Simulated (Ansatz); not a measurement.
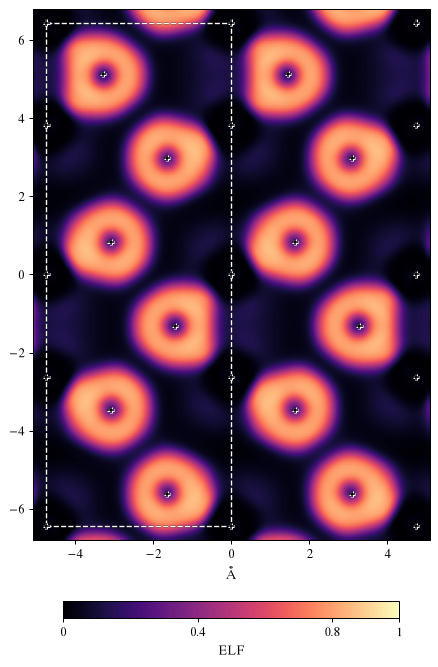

The electron localisation function on a plane through atoms (crosses mark nuclei in the plane).

The calculation used Ansatz 0.2.0, DFT LDA, scalar-relativistic, plane waves, PAW.

Candidates:
A. AlN, a = 3.09 Å, b = 3.09 Å, c = 4.94 Å, α = 90.00°, β = 90.00°, γ = 120.00°. Space group P6₃mc; a generated structure, not necessarily the stable one.
B. Al$_{2}$O$_{3}$, a = 4.73 Å, b = 4.73 Å, c = 12.89 Å, α = 90.00°, β = 90.00°, γ = 120.00°. Space group R-3c.
C. Si$_{3}$N$_{4}$, a = 7.57 Å, b = 7.57 Å, c = 2.89 Å, α = 90.00°, β = 90.00°, γ = 120.00°. Space group P6₃/m.

Which system is this?

Answer. Candidate B: Al$_{2}$O$_{3}$ on the (100) plane of the conventional cell, which holds Al and O. Al–O (1.84 Å): the ELF peaks at about 0.85 in the valence shell of O, 0.7 Å from its nucleus, and is about 0.80 at the midpoint. Al–O (1.96 Å): the ELF peaks at about 0.85 in the valence shell of O, 0.7 Å from its nucleus, and is about 0.75 at the midpoint.
